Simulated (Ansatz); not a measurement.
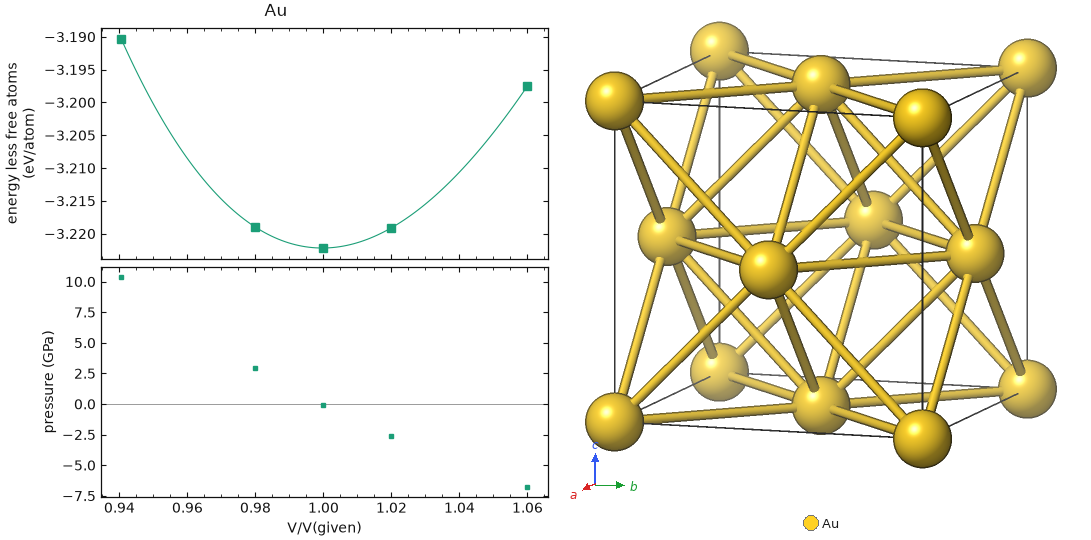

The figure shows the energy less free atoms and pressure against V/V(given) for Au, space group Fm-3m (No. 225). The conventional cell is drawn beside the plot.

Structure:
```
CELL_PARAMETERS angstrom
0.00000 2.07855 2.07855
2.07855 0.00000 2.07855
2.07855 2.07855 0.00000
ATOMIC_POSITIONS crystal
Au 0.00000 0.00000 0.00000
```

Computed with Ansatz 0.2.0: periodic Kohn-Sham DFT of a crystal at fixed atoms, scaled to the stated factor times the given cell; pressure positive in compression, energy less spherical unpolarised free atoms. Level: PBE, no spin-orbit coupling.

```tsv
setting	value
method	all-electron LAPW
relativity	scalar
k mesh	14×14×14
occupations	Fermi–Dirac
smearing width	0.03 eV
basis error target	1 (meV/atom)
nucleus	Gaussian
```

V(given) is 17.96 Å³/atom.

Question: Give the fitted equation-of-state parameters.

Answer: A third-order Birch–Murnaghan fit gives V0 = 17.95 Å³/atom, B0 = 140 GPa and B′ = 6.4.

Question: Read off the course of the pressure.

Answer: It falls from 10.3 GPa at V/V(given) 0.941 to −6.8 GPa at 1.060, and changes sign near 1.000.

Keep in mind: no spin-orbit coupling on heavy atoms.

The computed values:

```tsv
V/V(given)	energy less free atoms (eV/atom)	pressure (GPa)
0.941	-3.1903	10.3
0.980	-3.2190	3.0
1.000	-3.2222	-0.1
1.020	-3.2191	-2.7
1.060	-3.1975	-6.8
```
